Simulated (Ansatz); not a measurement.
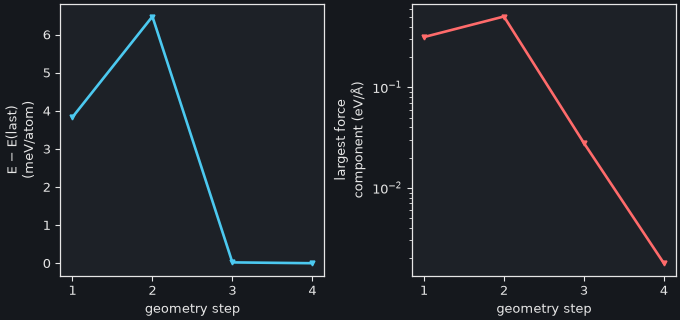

History of a geometry optimisation. In9P7 (defect cell, 16 atoms in the cell, total charge −2); DFT PBE, scalar-relativistic, plane waves, PAW in Ansatz 0.2.0; cutoff 420 eV, 3×3×3 k-mesh, Gaussian smearing of 0.02 eV. Only the atoms move.

The optimisation met its thresholds at geometry 4, counting the start as the first. The energy fell by about 3.8 meV/atom from the first step to the last. Step 2 went uphill and was rejected by the line search. The largest force component goes from about 0.32 eV/Å at the start to 1.8 × 10⁻³ eV/Å at the end, with a peak of 0.51 eV/Å at step 2.
